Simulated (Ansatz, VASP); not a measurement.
# AlN: VASP beside Ansatz

Aim: how closely do two programs agree when they are given the same cell, functional and k mesh? The cell is taken from a series of runs on this material, whose earlier steps may have relaxed or scaled it; both programs get it as it stands.

Program: Ansatz 0.2.0. Level of theory: plane waves, with VASP 6.6.1 beside it; single point at LDA. Results are calculated unless marked as measured.

## Step 1: Starting point

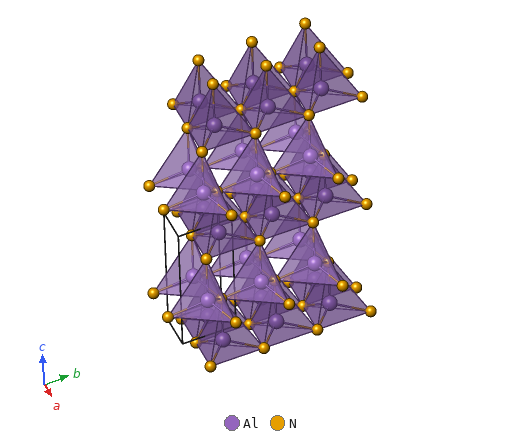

Start, viewed slightly off an axis; aluminium purple, nitrogen orange. 2×3×2 cells are drawn. Some periodic images of atoms are drawn too.

## Step 2: VASP: single point, LDA

A single point gives forces, pressure and levels at one fixed geometry, so differences don't come from the geometry; what else differs is listed under the comparison.

Lines of VASP's logs that name or quote its potential files are left out, and so is its time.

File INCAR:

```
SYSTEM = AlN
PREC = Accurate
ENCUT = 520
EDIFF = 1E-06
NELM = 100
ISMEAR = 0
SIGMA = 0.01
LREAL = .FALSE.
ALGO = Normal
GGA = PW92
NBANDS = 14
LORBIT = 11
LWAVE = .FALSE.
LCHARG = .FALSE.
KPAR = 2
ISIF = 2
```

File POSCAR:

```
AlN
1.0
    3.1130000000      0.0000000000      0.0000000000
   -1.5565000000      2.6959370820      0.0000000000
    0.0000000000      0.0000000000      4.9810000000
Al N
2 2
Direct
    0.6666666667      0.3333333333      0.4990517037
    0.3333333333      0.6666666667      0.9990517037
    0.6666666667      0.3333333333      0.8809482963
    0.3333333333      0.6666666667      0.3809482963
```

File KPOINTS:

```
Automatic mesh
0
Gamma
6 6 6
0 0 0
```

Potentials, in the order of the species: Al and N (LDA family, release 64).

Command:

```bash
mpirun -np 2 vasp_std
```

Numbers of over 12 decimals in the logs are rounded to 6 here.

The program printed:

```text
[banner, memory and clock lines left out]
running    2 mpi-ranks, on    1 nodes
 distrk:  each k-point on    1 cores,    2 groups
 distr:  one band on    1 cores,    1 groups

 POSCAR found type information on POSCAR AlN
 POSCAR found :  2 types and       4 ions
|                                                                             |
|               ----> ADVICE to this user running VASP <----                  |
|                                                                             |
|     You enforced a specific xc type in the INCAR file but a different       |
|     [... a line on the potential file left out ...]
|     I HOPE YOU KNOW WHAT YOU ARE DOING!                                     |
|                                                                             |

 LDA part: xc-table for (Slater(with rela. corr.)+PW92), standard interpolation
 POSCAR, INCAR and KPOINTS ok, starting setup
 FFT: planning ... GRIDC
 FFT: planning ... GRID_SOFT
 FFT: planning ... GRID
 WAVECAR not read
 entering main loop
       N       E                     dE             d eps       ncg     rms          rms(c)
DAV:   1     0.410243291433E+02    0.41024E+02   -0.74959E+03   784   0.102E+03
DAV:   2    -0.344086056822E+02   -0.75433E+02   -0.69488E+02  1060   0.195E+02
DAV:   3    -0.378986924975E+02   -0.34901E+01   -0.34773E+01  1054   0.436E+01
DAV:   4    -0.379192802438E+02   -0.20588E-01   -0.20586E-01   862   0.402E+00
DAV:   5    -0.379194902038E+02   -0.20996E-03   -0.20992E-03  1054   0.398E-01    0.122E+01
DAV:   6    -0.329579728974E+02    0.49615E+01   -0.14216E+01   856   0.274E+01    0.440E+00
DAV:   7    -0.329084427523E+02    0.49530E-01   -0.58676E-01   910   0.523E+00    0.279E+00
DAV:   8    -0.328522538557E+02    0.56189E-01   -0.75370E-02   886   0.251E+00    0.364E-01
DAV:   9    -0.328484876703E+02    0.37662E-02   -0.91282E-03  1018   0.675E-01    0.218E-01
DAV:  10    -0.328486414309E+02   -0.15376E-03   -0.64076E-04   910   0.176E-01    0.103E-01
DAV:  11    -0.328485951545E+02    0.46276E-04   -0.99350E-05   976   0.784E-02    0.194E-02
DAV:  12    -0.328485948888E+02    0.26577E-06   -0.15866E-06   858   0.105E-02
   1 F= -.32848595E+02 E0= -.32848595E+02  d E =-.509069E-24
```

OUTCAR, selected parts (step 2):

```text
ion  position               nearest neighbor table
   1  0.667  0.333  0.499-   4 1.89   4 1.89   4 1.89   3 1.90   2 3.07   2 3.07   2 3.07   2 3.07
                             2 3.07   2 3.07
   2  0.333  0.667  0.999-   3 1.89   3 1.89   3 1.89   4 1.90   1 3.07   1 3.07   1 3.07   1 3.07
                             1 3.07   1 3.07
   3  0.667  0.333  0.881-   2 1.89   2 1.89   2 1.89   1 1.90
   4  0.333  0.667  0.381-   1 1.89   1 1.89   1 1.89   2 1.90

  LATTYP: Found a hexagonal cell.
 ALAT       =     3.1130000000
 C/A-ratio  =     1.6000642467

 Subroutine GETGRP returns: Found 12 space group operations
 (whereof  6 operations were pure point group operations)

The static configuration has the point symmetry C_3v.
 The point group associated with its full space group is C_6v.

 Found     28 irreducible k-points:

   k-points           NKPTS =     28   k-points in BZ     NKDIM =     28   number of bands    NBANDS=     14

   dimension x,y,z NGX =    24 NGY =   24 NGZ =   40
   dimension x,y,z NGXF=    48 NGYF=   48 NGZF=   80

   ENCUT  =  520.0 eV  38.22 Ry    6.18 a.u.   5.79  5.79  9.26*2*pi/ulx,y,z

   NELECT =      16.0000    total number of electrons

 k-points in reciprocal lattice and weights: Automatic mesh
   0.00000000  0.00000000  0.00000000       0.005
   0.16666667  0.00000000  0.00000000       0.028
   0.33333333  0.00000000  0.00000000       0.028
   0.50000000  0.00000000  0.00000000       0.014
   0.16666667  0.16666667  0.00000000       0.028
   0.33333333  0.16666667  0.00000000       0.056
   0.33333333  0.33333333  0.00000000       0.009
   0.00000000  0.00000000  0.16666667       0.009
   0.16666667  0.00000000  0.16666667       0.056
[...]
0.33333333  0.16666667  0.50000000       0.056
   0.33333333  0.33333333  0.50000000       0.009

 average (electrostatic) potential at core
       1 -69.9759       2 -69.9759       3 -59.9154       4 -59.9154

 E-fermi :   5.9566

 k-point     1 :       0.0000    0.0000    0.0000
  band No.  band energies     occupation
    ...
      4       5.0107      2.00000
      5       5.0107      2.00000
      6       5.6673      2.00000
      7       5.6673      2.00000
      8       5.8892      2.00000
      9      10.1095      0.00000
     10      12.4179      0.00000
     11      16.3599      0.00000
     12      16.8212      0.00000
     13      16.8212      0.00000
    ...

 k-point     2 :       0.1667    0.0000    0.0000
  band No.  band energies     occupation
    ...
      4       3.5826      2.00000
      5       4.3869      2.00000
      6       4.6143      2.00000
      7       5.5875      2.00000
      8       5.7141      2.00000
      9      11.3500      0.00000
     10      13.4591      0.00000
     11      14.9298      0.00000
     12      15.4892      0.00000
     13      17.7472      0.00000
    ...

 k-point     3 :       0.3333    0.0000    0.0000
  band No.  band energies     occupation
    ...
      4       1.4220      2.00000
      5       2.5494      2.00000
      6       4.0200      2.00000
      7       5.0049      2.00000
      8       5.3266      2.00000
      9      11.9875      0.00000
     10      12.4602      0.00000
     11      13.7413      0.00000
     12      16.0314      0.00000
     13      17.0813      0.00000
    ...

  Total       -1.1790865     -1.1790865     -1.0662902      0.0000000     -0.0000000     -0.0000000
  in kB      -45.1908845    -45.1908845    -40.8677357      0.0000000     -0.0000000     -0.0000000
  external PRESSURE =     -43.7498349 kB  Pullay stress =       0.0000000 kB

  energy-cutoff  :      520.00
  volume of cell :       41.80
      direct lattice vectors                 reciprocal lattice vectors
     3.113000000  0.000000000  0.000000000     0.321233537  0.185464269  0.000000000
    -1.556500000  2.695937082  0.000000000     0.000000000  0.370928538  0.000000000
     0.000000000  0.000000000  4.981000000     0.000000000  0.000000000  0.200762899

 POSITION                                       TOTAL-FORCE (eV/Angst)
 -----------------------------------------------------------------------------------
      1.55650      0.89865      2.48578         0.000000      0.000000      0.000619
     -0.00000      1.79729      4.97628        -0.000000     -0.000000      0.000619
      1.55650      0.89865      4.38800        -0.000000      0.000000     -0.000619
     -0.00000      1.79729      1.89750         0.000000      0.000000     -0.000619
 -----------------------------------------------------------------------------------
    total drift:                               -0.000000      0.000000      0.000522

  FREE ENERGIE OF THE ION-ELECTRON SYSTEM (eV)
  ---------------------------------------------------
  free  energy   TOTEN  =       -32.8485948888 eV

  energy  without entropy=      -32.8485948888  energy(sigma->0) =      -32.84859489

 total charge
# of ion       s       p       d       tot
------------------------------------------
    1        0.375   0.450   0.000   0.825
    2        0.375   0.450   0.000   0.825
    3        1.210   2.610   0.000   3.820
    4        1.210   2.610   0.000   3.820
--------------------------------------------------
tot          3.169   6.121   0.000   9.290

[... 3 further parts left out ...]
```

The run ends at a pressure of -4.37 GPa, with forces up to 6.2e-4 eV/Å.

## Step 3: Ansatz: single point, LDA

Ansatz runs on its default PAW (the set named soft_2) files.

The same cell, functional (in two slightly different forms), mesh and smearing now go to Ansatz, which takes its cutoff from its data sets.

File input.yaml:

```yaml
crystal:
  lattice:
    - [3.113, 0.0, 0.0]
    - [-1.5565, 2.695937082, 0.0]
    - [0.0, 0.0, 4.981]
  atoms:
    - { symbol: Al, position: [0.6666666667, 0.3333333333, 0.4990517037] }
    - { symbol: Al, position: [0.3333333333, 0.6666666667, 0.9990517037] }
    - { symbol: "N", position: [0.6666666667, 0.3333333333, 0.8809482963] }
    - { symbol: "N", position: [0.3333333333, 0.6666666667, 0.3809482963] }
hamiltonian:
  xc: lda
  pseudopotentials: { kind: paw }
kpoints:
  mp_grid: { grid: [6, 6, 6] }
  band_path:
    path:
      - [0.0, 0.0, 0.0]
      - [0.13636, 0.0, 0.0]
      - [0.31818, 0.0, 0.0]
      - [0.5, 0.0, 0.0]
      - [0.4697, 0.06061, 0.0]
      - [0.40909, 0.18182, 0.0]
      - [0.34848, 0.30303, 0.0]
      - [0.30303, 0.30303, 0.0]
      - [0.18182, 0.18182, 0.0]
      - [0.06061, 0.06061, 0.0]
      - [0.0, 0.0, 0.0]
      - [0.0, 0.0, 0.18182]
      - [0.0, 0.0, 0.36364]
      - [0.0, 0.0, 0.5]
      - [0.13636, 0.0, 0.5]
      - [0.31818, 0.0, 0.5]
      - [0.5, 0.0, 0.5]
      - [0.4697, 0.06061, 0.5]
      - [0.40909, 0.18182, 0.5]
      - [0.34848, 0.30303, 0.5]
      - [0.30303, 0.30303, 0.5]
      - [0.18182, 0.18182, 0.5]
      - [0.06061, 0.06061, 0.5]
      - [0.5, 0.0, 0.5]
      - [0.5, 0.0, 0.31818]
      - [0.5, 0.0, 0.13636]
      - [0.5, 0.0, 0.0]
      - [0.33333, 0.33333, 0.13636]
      - [0.33333, 0.33333, 0.31818]
      - [0.33333, 0.33333, 0.5]
    npoints: 1
scf:
  occupations: { method: gaussian, width: 0.01 }
  n_extra_bands: 8
output:
  forces: true
  stress: true
  eigenvalues: true
```

Command:

```bash
ansatz run input.yaml --threads 2 --pin off --max-ram 4608MiB --backend cpu --events-out ev --progress --plain --runs-dir out
```

The program printed:

```text
scf.n_extra_bands = 8 over 8 filled bands (N_el = 16.0): the run solves 16 bands
Engine: ansatz 0.2.0, x86_64-unknown-linux-gnu
Pseudopotentials: kind: paw
Pseudopotential: Al, paw, valence charge 3, recommended cutoff 420 eV (normal), Al.paw.azcp
Pseudopotential: N, paw, valence charge 5, recommended cutoff 420 eV (normal), N.paw.azcp
Functional definition: SPW92
  exchange = slater_x
  correlation = pw_c
Crystal: 4 atoms, lattice volume = 41.803 Å³
Basis set: ecut = 420 eV, 809 PW (Γ)
Bands: 16, of which v1, the nominal top of the filled ones, is band 8 counted from 1 (7 counted from 0)
Symmetry: 12 space group operations
Space group: P63mc (ITA 186), of the structure as read, at distance tolerance 3.5e-5 Å
k-points: 28 of 216 (time reversal used)
Non-local potential: Al, projectors of the file, l = 0: 2, l = 1: 2, l = 2: 1
Non-local potential: N, projectors of the file, l = 0: 2, l = 1: 2, l = 2: 1
PAW form: soft (Blöchl's): semilocal exchange-correlation on the pseudo side does not see the compensation charge
PAW frozen core: Al, regenerated for the run's functional, and the local potential with it (the file was generated under x = pbe(κ = 0.804, μ = 0.219515), c = pbe(β = 0.066725))
PAW frozen core: N, regenerated for the run's functional, and the local potential with it (the file was generated under x = pbe(κ = 0.804, μ = 0.219515), c = pbe(β = 0.066725))
PAW one-centre angular grid: Al, 110 points (default); XC on 64 Gauss nodes
PAW one-centre angular grid: N, 110 points (default); XC on 64 Gauss nodes
Initial density: superposition of atomic densities (neutral atoms: chi_scale 0, normalization atom), corrected by the library's trained network
Initial wavefunctions: pseudopotential atomic-orbital guess
Functional: x = slater, c = lda
SCF iter   1: F=—  HF=-1779.711087 eV  |F-HF|=—  |Δ(HF+E_count)|=         —  Δρ=9.25e-3  dr2=4.12e-2  ethr=1.77e-3  ⟨swp⟩=6.2  Hψ=2725  notcnv=0
preconditioner: auto → none  [insulator: Δε(μ)=4.133 eV  Ē_g=15.112 eV  σ=0.010 eV  W_gap=1.00  n_scr=2 (ndim 8)  ℏωp=23.0 eV  f_vac=0.000  D(μ)=0.00/eV (n_scr^D=0)  ε∞_Penn≈3.3]
SCF iter   2: F=—  HF=-1779.699703 eV  |F-HF|=—  |Δ(HF+E_count)|=   1.14e-2  Δρ=3.15e-3  dr2=4.27e-3  ethr=2.58e-4  ⟨swp⟩=2.0  Hψ=779  notcnv=0  defer=62
SCF iter   3: F=—  HF=-1779.698361 eV  |F-HF|=—  |Δ(HF+E_count)|=   1.34e-3  Δρ=5.17e-4  dr2=4.40e-5  ethr=2.67e-5  ⟨swp⟩=2.4  Hψ=667  notcnv=0  defer=79
SCF iter   4: F=—  HF=-1779.698346 eV  |F-HF|=—  |Δ(HF+E_count)|=   1.46e-5  Δρ=3.51e-5  dr2=3.22e-7  ethr=2.75e-7  ⟨swp⟩=2.4  Hψ=603  notcnv=0  defer=79
iter 5 did not close the SCF: its close was put off for the readings that it lacked (scf_convergence_deferred on its scf_iter line)
SCF iter   5: F=-1779.698346 eV  HF=-1779.698346 eV  |F-HF|=2.99e-10  |Δ(HF+E_count)|=   9.38e-8  Δρ=3.54e-6  dr2=1.87e-9  ethr=2.01e-9  ⟨swp⟩=2.3  Hψ=554  notcnv=0  defer=79
SCF iter   6: F=-1779.698346 eV  HF=-1779.698346 eV  |F-HF|=3.87e-12  |Δ(HF+E_count)|=  1.08e-10  Δρ=2.38e-7  dr2=1.46e-11  ethr=1.17e-11  ⟨swp⟩=4.9  Hψ=2031  notcnv=0
SCF 1 converged in 6 iterations: F = -1779.698346 eV  dr2 = 1.46e-11
  greatest PAW one-centre occupation: 0.780 electrons in one spin orbital (limit 2), on the N atom at site 3 (counted from 0), in its partial waves of l = 0
NSCF: frozen V_eff on 30 k-points
SCF converged after 6 iterations
Free energy (F): -1779.698346 eV
Harris-Foulkes:  -1779.698346 eV  (|F-HF|=3.87e-12)
Internal energy: -1779.698346 eV  (E = F + TS)
E sigma→0 (E₀):  -1779.698346 eV
Fermi energy:    8.958512 eV
--- Per-component energies (eV) ---
  E_band       = 26.261602
  E_kinetic    = 317.472651
  E_local      = -449.497343  (includes V_loc(G=0)·N_el)
  E_nonlocal   = 114.794048
  E_hartree    = 153.846116
  E_xc         = -201.051698
  E_vxc        = -215.005219  (∫ρ·V_xc dr)
  E_paw        = -1123.864807  (= ΣΔE_a)
  E_vpaw       = -49.194934  (= ΣTr[D̂ρ^β])
  E_aug_tail   = 0.000181  (compensation charges beyond the density's cutoff)
  E_ewald      = -591.669015
  E_core_change = 0.271521  (= ΣΔE_core)
  E_smearing   = -0.000000  (= −TS)
  E_closure    = 0.000000  (closes the sum)
  Σ components = -1779.698346   (vs F -1779.698346, Δ=0.00e0)
--- Forces (eV/Å), atoms counted from 1 ---
  atom   1  Al     0.00000000     0.00000000     0.00072334
  atom   2  Al     0.00000000    -0.00000000     0.00072334
  atom   3  N     -0.00000000    -0.00000000    -0.00072803
  atom   4  N     -0.00000000     0.00000000    -0.00072803
  max |Σ_I F_I| component: 9.38e-6 eV/Å
--- Stress (GPa, compression-positive) ---
       -4.851032       0.000000      -0.000000
        0.000000      -4.851032       0.000000
       -0.000000       0.000000      -4.405360
  P = ⅓ Tr σ = -4.7025 GPa (-47.025 kbar)
--- Band table (eV; the first three rows and the last of 28) ---
  k-point 0: bands = [... 4 lower, 5.9771, 6.6317, 6.6317, 6.8535, 11.0635, 13.3843, 17.3221, 17.7948, ... 4 higher]
  k-point 1: bands = [... 4 lower, 6.0189, 6.2555, 6.5851, 6.5851, 11.5464, 13.4574, 17.1448, 17.7652, ... 4 higher]
  k-point 2: bands = [... 4 lower, 6.1334, 6.1334, 6.4604, 6.4604, 12.4770, 13.5413, 16.8522, 17.8060, ... 4 higher]
  k-point 27: bands = [... 4 lower, 2.9552, 2.9552, 6.0520, 6.0520, 14.1388, 14.1388, 14.5512, 14.5512, ... 4 higher]
```

Reading the cycles: dr2 is the Hartree energy of the density residual (eV), the measure of convergence; HF is the Harris–Foulkes estimate of the energy, which meets the free energy F at convergence.

## Step 4: Differences

Known differences besides the PAW data sets themselves: the cutoff is 420 eV in Ansatz and 520 eV in VASP; Ansatz makes its cores anew for this functional, VASP keeps those of its LDA data sets. Total energies have different zeros and are not compared.

The two programs side by side:

```tsv
quantity	Ansatz	VASP	difference
pressure (GPa)	-4.70	-4.37	-0.33
gap on the k mesh (eV)	4.210	4.220	-0.010
```

Ansatz's pressure holds a Pulay correction of 0.65 GPa; VASP's holds none.

## Step 5: Further runs

How far does this hang on the set-up? Further runs change one program's set-up at a time, as the table lists.

```tsv
run	difference in gap on the k mesh (eV)
as above	-0.010
VASP with the data sets Al and N_h, a cutoff of 1210 eV and GGA = CA, the Perdew-Zunger form of LDA	-0.0088
```

## Step 6: Results

```
difference in gap on the k mesh (single point, LDA) : -0.010 eV
```

The difference in gap on the k mesh is -0.010 eV (single point, LDA), within the 0.08 eV picked in this series as the mark of a large difference. For single point, LDA: no further run halves the difference in gap on the k mesh. Differences of this kind measure data sets and numerical settings, not the functional's error against experiment.

[Lines on the potential files, build, host, timing and source positions are cut from VASP's logs without a mark.]

[Logs are printed without paths, hosts, clocks, repeated set-up lines and the standing remarks that a program may print on its own settings, such as how far it seeks lower states.]

[Hosts, paths, dates, database ids (printed as entryN), source tags and the programs' standing remarks are cut or masked in the printed files.]
